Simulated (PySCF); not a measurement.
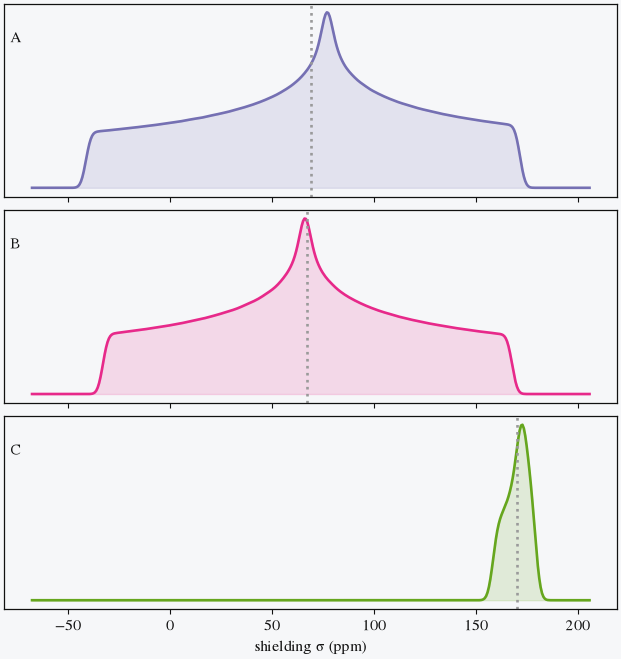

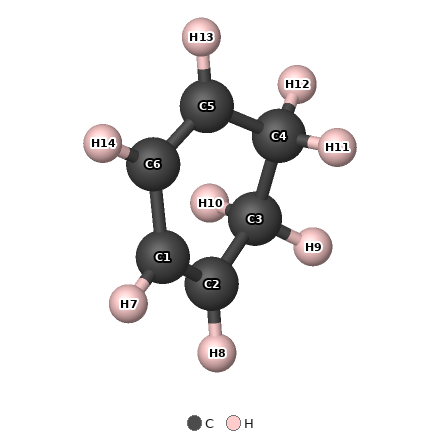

Static powder patterns (¹³C) from GIAO shielding tensors of C₆H₈ (1,3-cyclohexadiene), SMILES C1=CCCC=C1, PBE0/aug-cc-pVDZ with PySCF, at a PBE0-D3(BJ)/def2-SVP geometry (no frequency check); absolute shielding, one fixed geometry of the isolated molecule without any motion, no dipolar terms. The dotted line is the isotropic value; skew is 3(σiso − σ22)/span.

> The patterns belong to C6, C5 and C4, from the top. Give the principal values, span and skew.

C6: σ11, σ22, σ33 = −41, 77, 172 ppm, isotropic 69, span 213 ppm, skew −0.11; C5: σ11, σ22, σ33 = −33, 66, 168 ppm, isotropic 67, span 201 ppm, skew 0.01; C4: σ11, σ22, σ33 = 158, 173, 179 ppm, isotropic 170, span 21 ppm, skew −0.35.
